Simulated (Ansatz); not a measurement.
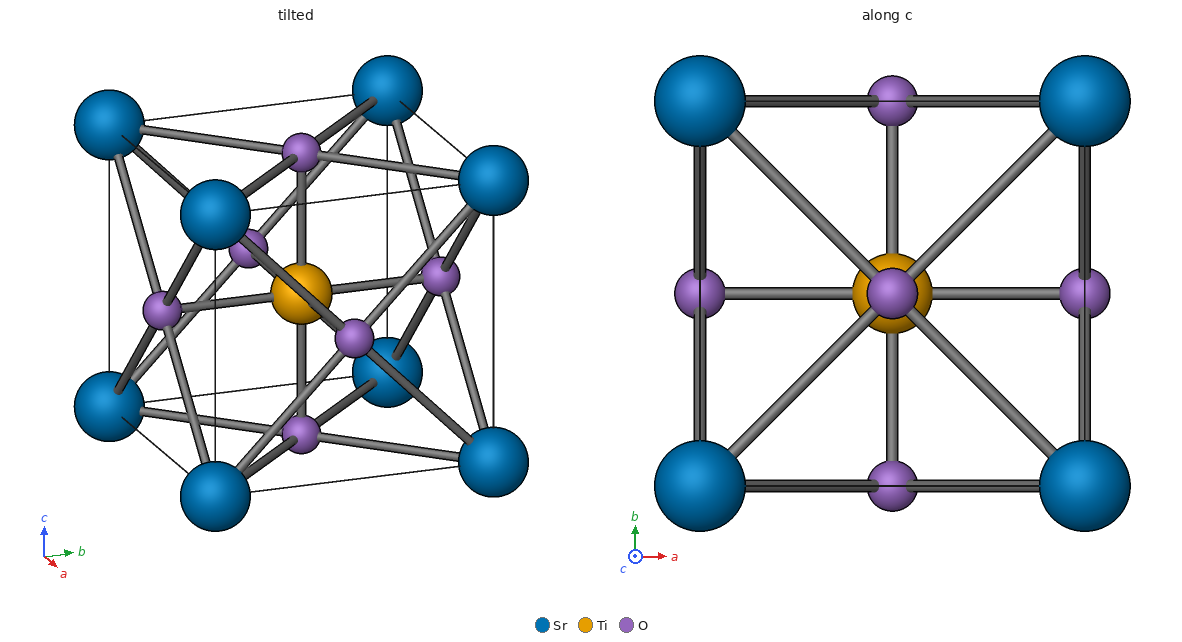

View slightly off an axis and along the c axis, drawn as a ball-and-stick model. The lines enclose the conventional unit cell; boundary atoms appear with their images. Cell: a = 3.947 Å, b = 3.947 Å, c = 3.947 Å, α = 90.00°, β = 90.00°, γ = 90.00°.

- It has the composition SrTiO3.
- It takes space group Pm-3m (No. 221) on a primitive cubic lattice.
- In terms of structure types, this is cubic perovskite.
- It has 5 atoms to the cell (1 Sr, 1 Ti, 3 O).
- The Sr atoms are each bonded to twelve O in a cuboctahedral arrangement at about 2.8 Å. Ti sits among six O in an octahedral arrangement at about 2.0 Å. The neighbours of O are four Sr and two Ti in a distorted octahedral arrangement (about 2.8 Å to Sr, 2.0 Å to Ti).
- The bonds build a three-dimensional framework.

The structure was taken from a structure listed in the Materials Project. Earlier steps of the study may have refined or changed the cell and positions. Ansatz was used for an electronic-structure calculation on it.
